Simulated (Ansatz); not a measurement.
# Band-structure calculation, with input and output: Fe$_{2}$Co$_{3}$

The run: band-structure calculation of Fe$_{2}$Co$_{3}$ (5 atoms in the cell). Method and program: DFT PBE, scalar-relativistic, plane waves, PAW, spin-polarised (Ansatz 0.2.0).

The structure was made by a generator, so it may or may not be a known phase.

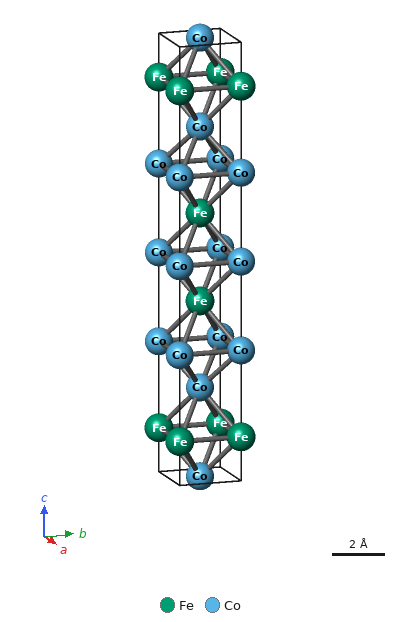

Figure 1. The structure as given in the input (ball-and-stick view of the cell 2 times as large as that of the calculation, set on its symmetry axes, seen slightly off an axis). An atom can appear more than once, as a periodic image. Near neighbours in the periodic cell (some may lie outside the picture): Fe has 8 Co at 2.51 to 2.54 Å and 4 Fe at 2.53 Å; Co has 8 Co at 2.45 to 2.53 Å and 4 Fe at 2.54 Å; Co has 4 Co at 2.53 Å and 8 Fe at 2.51 Å.

**Input file**
```yaml
crystal:
  lattice:
    - [-1.2665538739, 1.2665538739, 8.8005824854]
    - [1.2665538739, -1.2665538739, 8.8005824854]
    - [1.2665538739, 1.2665538739, -8.8005824854]
  atoms:
    - { symbol: Fe, position: [0.8997709185, 0.8997709185, 0.0], spin: 2.86 }
    - { symbol: Fe, position: [0.1002290815, 0.1002290815, 0.0], spin: 2.86 }
    - { symbol: Co, position: [0.7026293524, 0.7026293524, 0.0], spin: 1.9 }
    - { symbol: Co, position: [0.2973706476, 0.2973706476, 0.0], spin: 1.9 }
    - { symbol: Co, position: [0.5, 0.5, 0.0], spin: 1.78 }
basis:
  ecutwfc: 420
kpoints:
  mp_grid: { grid: [20, 20, 20] }
  band_path:
    path:
      - [[0.0, 0.0, 0.0], [0.0, 0.0, 0.5], [0.25, 0.25, 0.25], [0.0, 0.5, 0.0], [0.0, 0.0, 0.0], [0.5, 0.5, -0.5], [0.25517803, 0.74482197, -0.25517803]]
      - [[-0.25517803, 0.25517803, 0.25517803], [0.0, 0.0, 0.0]]
      - [[0.0, 0.0, 0.5], [-0.01035606, 0.01035606, 0.5]]
      - [[0.5, 0.5, -0.01035606], [0.5, 0.5, -0.5]]
    npoints: 14
hamiltonian:
  xc: pbe
scf:
  occupations: { method: gaussian, width: 0.1 }
  n_extra_bands: 12
output:
  forces: true
  stress: true
  eigenvalues: true
  populations: true
  dos: { projected: true, de: 0.02, nscf_kmesh: { grid: [24, 24, 24] } }
  bader: true
  write_density: true
  write_potential: true
  elf: true
  volumetric_format: npy
magnetization:
  spin_polarized: true
checkpoint:
  read: start.run
  write: ck
  compress: false
  write_wavefunctions: false
  write_every: 100000
```

Hardware: 4 threads of Arm Neoverse V1, 24 GiB of memory available, shared host.

Run as:
```bash
ansatz run input.yaml --threads 4 --pin off --max-ram 8192MiB --backend cpu --events-out ev --progress --plain --runs-dir out
```

**Output**
```
Warning: the band count 54 (scf.n_extra_bands) hosts the net moment |M| = 11.3000 μB (N_el = 83) but caps the reachable moment at 2·n_bands − N_el = 25.0000 μB, below the 57 bands that the automatic rule leaves for it — a moment growing past the seed, or the majority channel's smearing tail, pins there with fewer empty majority states than that count leaves; raise or omit scf.n_extra_bands unless the cap is intended
Warning: checkpoint.read: spin seed differs: saved 30096f6de9ba…, current ffb0140d913c…; the loaded state replaces the seed-built initial guess (but the starting_ns of a DFT+U solve that opens without the state's occupation matrices), so the run may converge into the producing seed's basin, or, where the symmetry group that follows from this deck's starting moments and starting_ns does not hold the saved magnetisation, lose that magnetisation at its first build. Where atoms have moved since the state was saved, this difference can also decide whether moments are moved with them. A self-consistent run of this deck without the state starts from its starting moments and, under a DFT+U term, its starting_ns
Warning: checkpoint.read: basis.fft_grid_basis: the saved state records [[1, 0, 1], [0, 1, 1], [0, 0, 1]]; without it this run's FFT boxes would lie on [[1, -1, 0], [0, 1, 0], [1, 0, 1]]; this run lays them on the saved basis, on which the saved density and orbitals are stored
scf.n_extra_bands = 12 over 42 filled bands (N_el = 83.0): the run solves 54 bands
Engine: ansatz 0.2.0, aarch64-unknown-linux-gnu
Pseudopotentials: kind: paw
Pseudopotential: Fe, paw, valence charge 16, recommended cutoff 420 eV (normal), Fe.paw.azcp
Pseudopotential: Co, paw, valence charge 17, recommended cutoff 420 eV (normal), Co.paw.azcp
Functional definition: PBE
  parameter kappa = 0.804
  parameter beta = 0.06672455060314922
  exchange = pbe_x(kappa = kappa, mu = beta*pi^2/3)
  correlation = pbe_c(beta = beta)
Crystal: 5 atoms, lattice volume = 56.470 Å³
Basis set: ecut = 420 eV, 1069 PW (Γ), FFT grids on a1+a3, a2+a3, a3, exchange–correlation on 36×36×128 points (8 copies of the dense FFT grid, shifted against one another)
Bands: 54, of which v1, the nominal top of the filled ones, is band 42 counted from 1 (41 counted from 0)
Symmetry: 16 space group operations
Space group: I4/mmm (ITA 139), of the structure as read, at distance tolerance 3.8e-5 Å
Magnetic group: BNS 139.531 (UNI 1191), of the structure as read, at distance tolerance 3.8e-5 Å
k-points: 641 of 8000
Non-local potential: Fe, projectors of the file, l = 0: 3, l = 1: 2, l = 2: 3, l = 3: 1
Non-local potential: Co, projectors of the file, l = 0: 3, l = 1: 2, l = 2: 3, l = 3: 1
PAW form: soft (Blöchl's): semilocal exchange-correlation on the pseudo side does not see the compensation charge
PAW one-centre angular grid: Fe, 590 points (default); XC on 64 Gauss nodes
PAW one-centre angular grid: Co, 590 points (default); XC on 64 Gauss nodes
Initial density: read from a saved state, or passed on in memory by an earlier SCF of this step, an earlier step, the calling program or the single point that the run made first
Stability of the state it starts from, as read at its close in the collinear treatment: not read negative (Ritz values of 1 − χ₀K, real part plus size of imaginary part, from 0.53 to 1.2, by its mixing steps under the symmetry group of the SCF that read it); its run was given moments
Starting moments: Σ|m| = 11.3 μB on 5 of 5 sites; this step starts from the density that it was given
Initial wavefunctions: pseudopotential atomic-orbital guess
Functional: x = pbe(κ = 0.804, μ = 0.2195149727645171), c = pbe(β = 0.06672455060314922)
iter 1 solved again at ethr=5.19e-9 eV; its pass at ethr=3.10e-3 eV (dr2=4.31e-6 eV) is discarded
SCF iter   1: F=—  HF=-24339.273643 eV  |F-HF|=—  |Δ(HF+E_count)|=         —  Δρ=5.02e-7 (↑3.83e-7 ↓5.02e-7)  dr2=5.29e-10  dr2_m=4.09e-11  M=9.984 μB ∫|m|=10.672 μB  β_m=0.30  ethr=5.19e-9  ⟨swp⟩=4.0  Hψ=456503  notcnv=0
preconditioner: auto → Kerker (q_TF=auto, 2.909 Å⁻¹)  [metal: Δε(μ)=0.000 eV  Ē_g=6.927 eV  σ=0.100 eV  W_gap=0.00  n_scr=24 (ndim 8)  ℏωp=32.4 eV  f_vac=0.000  D(μ)=4.67/eV (n_scr^D=62)]
spin=Collinear: Kerker preconditioning applied to the charge; magnetization (m = ρ↑ − ρ↓) channel mixes plain (no charge-response kernel on spin).
SCF iter   2: F=-24339.273643 eV  HF=-24339.273643 eV  |F-HF|=9.46e-10  |Δ(HF+E_count)|=   9.13e-9  Δρ=7.60e-7 (↑3.36e-7 ↓7.60e-7)  dr2=9.73e-10  dr2_m=3.60e-11  M=9.984 μB ∫|m|=10.672 μB  ethr=1.00e-12  ⟨swp⟩=8.9  Hψ=384780  notcnv=0
SCF 1 converged in 2 iterations: F = -24339.273643 eV  dr2 = 9.73e-10
  greatest PAW one-centre occupation: 1.002 electrons in one spin orbital (limit 2), on the Fe atom at site 1 (counted from 0), in its partial waves of l = 1
NSCF: frozen V_eff on 130 k-points
NSCF: frozen V_eff on 1063 k-points
SCF converged after 2 iterations
Magnetization: 9.9844 μB (46.4922 up, 36.5078 down)
Absolute magnetization: 10.6738 μB (∫|ρ↑−ρ↓|, with the PAW one-centre terms)
Spin contamination: 0.1773 ħ² per cell (⟨S²⟩ above its minimum at these occupations)
Per-site moments (μB) at R_I (Å): [(2.6025820514556957, 1.0370530335455639), (2.602582051455695, 1.0370530335455639), (1.727333868159395, 1.0094933026493675), (1.7273338681593948, 1.0094933026493675), (1.6143941205058392, 1.0370530335455639)]
Free energy (F): -24339.273643 eV
Harris-Foulkes:  -24339.273643 eV  (|F-HF|=9.46e-10)
Internal energy: -24339.250294 eV  (E = F + TS)
E sigma→0 (E₀):  -24339.261968 eV
Entropy (-TS):   -0.023349 eV (-4.670 meV/atom)
Fermi energy:    18.226083 eV
--- Per-component energies (eV) ---
  E_band       = -1189.391754
  E_kinetic    = 2058.638350
  E_local      = -12835.673607  (includes V_loc(G=0)·N_el)
  E_nonlocal   = 1802.860033
  E_hartree    = 5384.256977
  E_xc         = -711.654631
  E_vxc        = -917.612365  (∫ρ·V_xc dr)
  E_paw        = -7279.985157  (= ΣΔE_a)
  E_vpaw       = -2066.120320  (= ΣTr[D̂ρ^β])
  E_aug_tail   = 0.001797  (compensation charges beyond the density's cutoff)
  E_ewald      = -12757.694055
  E_smearing   = -0.023349  (= −TS)
  E_closure    = 0.000000  (closes the sum)
  Σ components = -24339.273643   (vs F -24339.273643, Δ=0.00e0)
--- Forces (eV/Å), atoms counted from 1 ---
  atom   1  Fe     0.00000000     0.00000000     0.00154547
  atom   2  Fe    -0.00000000    -0.00000000    -0.00154547
  atom   3  Co     0.00000000     0.00000000     0.00184946
  atom   4  Co     0.00000000     0.00000000    -0.00184946
  atom   5  Co     0.00000000     0.00000000     0.00000000
  max |Σ_I F_I| component: 2.49e-18 eV/Å
--- Stress (GPa, compression-positive) ---
        0.005075       0.000000       0.000000
        0.000000       0.005075       0.000000
       -0.000000      -0.000000      -0.004743
  P = ⅓ Tr σ = 0.0018 GPa (0.018 kbar)
--- Band table (eV; the first three rows and the last of 1282) ---
  k-point 0 ↑: bands = ["-77.8801", "-77.8359", "-77.5792", "-70.0699", "-70.0699", "-41.1935", "-41.0786", "-41.0786", "-41.0316", "-41.0018", "-41.0018", "-40.7980", "-40.7855", "-40.7855", "-36.1548", "-36.1490", "-35.9774", "-35.9774", "-35.9770", "-35.9770", "9.4222", "11.3257", "11.4522", "13.1057", "13.2051", "13.8141", "13.9728", "14.9382", "15.0814", "15.6419", "15.6419", "15.7667", "16.1057", "16.2513", "16.2727", "16.2727", "16.3493", "16.3493", "16.5744", "16.7408", "16.9288", "17.0049", "17.3887", "17.5116", "17.5744", "17.5744", "17.7345", "17.7345", "18.8740", "19.0209", "30.7077", "30.8222", "33.1263", "33.1263"]
  k-point 1 ↑: bands = ["-77.8789", "-77.8357", "-77.5786", "-70.0688", "-70.0688", "-41.1924", "-41.0849", "-41.0821", "-41.0275", "-41.0059", "-41.0043", "-40.7973", "-40.7888", "-40.7886", "-36.1536", "-36.1482", "-35.9822", "-35.9820", "-35.9819", "-35.9815", "9.5507", "11.4322", "11.5610", "13.1795", "13.2810", "13.8576", "14.0180", "14.9488", "15.0840", "15.5953", "15.6760", "15.8051", "15.9670", "16.0698", "16.2739", "16.3541", "16.3943", "16.4192", "16.6032", "16.7407", "16.9832", "17.0408", "17.1513", "17.1834", "17.4631", "17.5199", "17.5750", "17.7339", "19.3630", "19.4466", "30.7547", "30.8598", "32.4174", "32.6288"]
  k-point 2 ↑: bands = ["-77.8753", "-77.8353", "-77.5765", "-70.0655", "-70.0655", "-41.1892", "-41.0984", "-41.0923", "-41.0202", "-41.0176", "-41.0118", "-40.7983", "-40.7975", "-40.7953", "-36.1503", "-36.1457", "-35.9961", "-35.9958", "-35.9950", "-35.9945", "9.9297", "11.7427", "11.8780", "13.3883", "13.4955", "13.9878", "14.1535", "14.9716", "15.0855", "15.4601", "15.7136", "15.8755", "15.8876", "15.9189", "16.2830", "16.2906", "16.3777", "16.4175", "16.5430", "16.5536", "16.5610", "16.7841", "17.1848", "17.2215", "17.3119", "17.3684", "17.5769", "17.7321", "20.2268", "20.2680", "30.8429", "30.8764", "31.0111", "31.2291"]
  k-point 640 ↓: bands = ["-75.7686", "-75.7216", "-75.5918", "-67.0299", "-67.0299", "-39.1422", "-39.0145", "-39.0145", "-38.9665", "-38.9316", "-38.9316", "-38.8917", "-38.8270", "-38.8270", "-33.1572", "-33.1509", "-33.0119", "-33.0119", "-33.0115", "-33.0115", "9.9331", "10.1596", "13.3736", "13.4974", "14.5256", "15.1401", "15.8001", "16.1899", "17.3544", "17.3712", "17.3712", "17.5211", "17.7346", "17.7346", "17.8381", "18.4185", "18.6273", "18.6377", "18.6377", "18.9982", "19.0016", "19.1144", "19.2275", "19.3818", "19.3818", "20.2126", "20.2126", "20.3231", "20.4317", "21.1083", "29.1719", "32.6644", "32.6644", "35.6939"]
--- Löwdin populations: 5 sites ---
  site symbol       q [e]    m [muB]
     0     Fe     15.7756     2.6511
     1     Fe     15.7756     2.6511
     2     Co     16.7706     1.7093
     3     Co     16.7706     1.7093
     4     Co     16.7764     1.6056
  spilling = 0.013628 (of n_electrons = 83.000000)
--- Bader charges: 5 sites ---
  site symbol  charge [e]  shift [e]    m [muB]
     0     Fe      0.1565     0.0005     2.5819
     1     Fe      0.1565     0.0005     2.5819
     2     Co     -0.0771     0.0002     1.6463
     3     Co     -0.0771     0.0002     1.6463
     4     Co     -0.1587     0.0006     1.5280
  estimated error of the sums over rays = 2.8e-4 e
```

**File populations.tsv**
```
# site	symbol	l	j	q_up	q_dn
# orbitals = lowdin
# n_electrons = 83.000000
# spilling = 0.013628
0	Fe	0_3S	-	0.993503	0.993885
0	Fe	0_4S	-	0.455497	0.485268
0	Fe	1_3P	-	2.998598	2.998263
0	Fe	2_3D	-	4.765784	2.084850
1	Fe	0_3S	-	0.993503	0.993885
1	Fe	0_4S	-	0.455497	0.485268
1	Fe	1_3P	-	2.998598	2.998263
1	Fe	2_3D	-	4.765784	2.084850
2	Co	0_3S	-	0.993692	0.993921
2	Co	0_4S	-	0.457040	0.499862
2	Co	1_3P	-	2.998813	2.998593
2	Co	2_3D	-	4.790422	3.038245
3	Co	0_3S	-	0.993692	0.993921
3	Co	0_4S	-	0.457040	0.499862
3	Co	1_3P	-	2.998813	2.998593
3	Co	2_3D	-	4.790422	3.038245
4	Co	0_3S	-	0.993700	0.993801
4	Co	0_4S	-	0.445112	0.496928
4	Co	1_3P	-	2.998809	2.998416
4	Co	2_3D	-	4.753356	3.096260
```

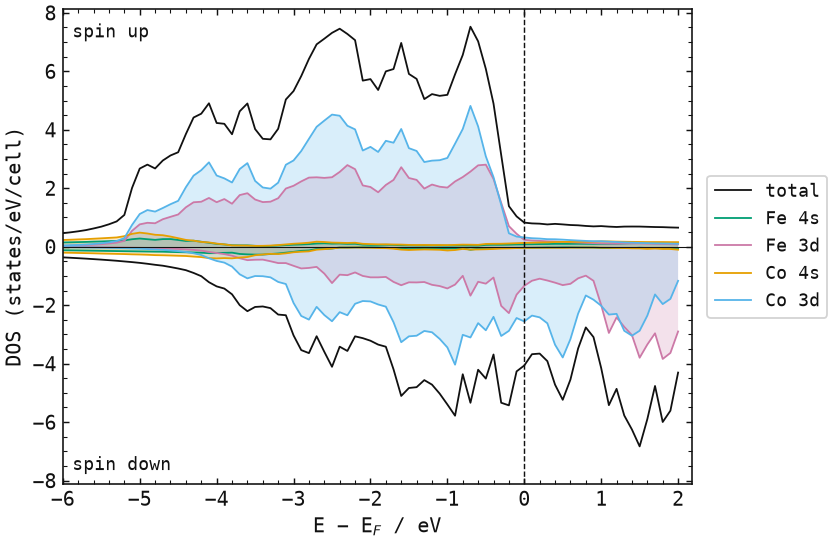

Figure 2. Density of states (projected on Löwdin-orthogonalised atomic shells), with energies from the Fermi level. There are states at the Fermi level: a metal at this level of theory. The curves stop near 2.0 eV above the Fermi level, where the computed bands end.

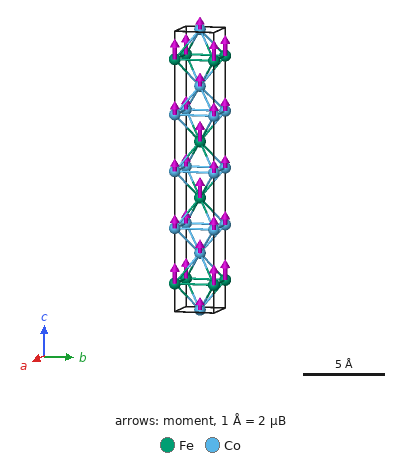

Figure 3. Magnetic moments of the sites as pink arrows (ball-and-stick view of the cell 2 times as large as that of the calculation, set on its symmetry axes, seen slightly off an axis); small moments hardly show. The run is collinear, so the axis drawn is arbitrary. Site moments: Fe1, Fe2 (2.60 μB); Co3, Co4 (1.73 μB); Co5 (1.61 μB). They are counted near the atoms and needn't add up to the moment of the cell. Atoms are counted from 1 in the order of the input.

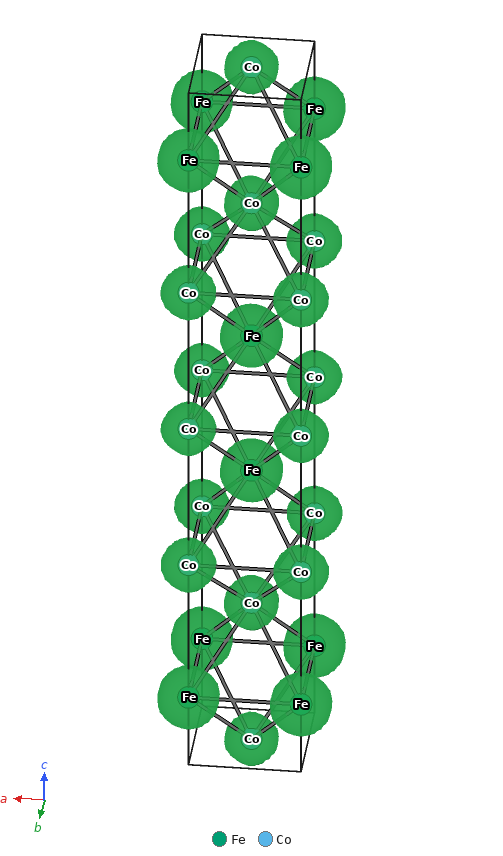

Figure 4. Isosurfaces of the spin density (up minus down) at +0.4 (green) and −0.4 e/Å³ (red), seen at an oblique angle. Sticks mark near contacts. The outline is the cell set on symmetry axes. The cell of the calculation (5 atoms) carries 10.0 μB net. Only one sign reaches the isovalue. The fields are those of the smooth PAW valence density.

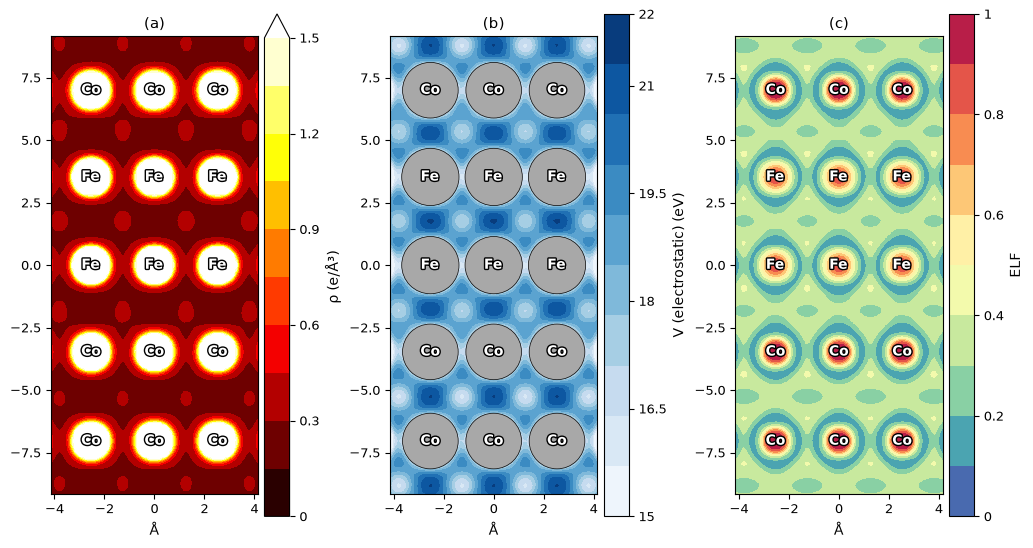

Figure 5. (a) valence charge density (pseudo); (b) electrostatic potential energy of an electron; (c) electron localisation function on the (010) plane of the conventional cell. Grey discs, where drawn, cover atomic cores. The section cuts through Fe and Co sites. Fe–Fe (2.53 Å): ρ is about 0.31 e/Å³ halfway; the ELF is about 0.25 at the midpoint; no shared electron pair. Co–Co (2.53 Å): ρ at the midpoint is about 0.32 e/Å³; the ELF is about 0.30 at the midpoint; no shared electron pair. Away from the nuclei the density in this plane falls to 0.19 e/Å³ at its lowest. The strong features right at Fe and Co lie inside the PAW spheres (semicore, d or f shells) and say nothing about bonding. Outside the cores the potential energy rises away from the atoms and is highest about 1.7 Å from the nearest atoms; outside the discs it spans about 5 eV, and its zero is arbitrary.

**Summary**

```csv
quantity,value
outcome,converged
space group (tolerance 0.01 Å),I4/mmm (139)
electrons treated,83
free energy,−24339.2736 eV
Fermi energy,18.226 eV
gap on the k-point mesh,none (metallic)
net moment of the cell,9.98 μB
integrated absolute moment,10.67 μB
pressure,0.00 GPa
largest force (length of the vector),0.002 eV/Å
wall time,2.4 min (CPU time 9.4 min)
peak memory,2.7 GiB
```

**Remarks**

Notes on the run: the state was not tested for a lower one.
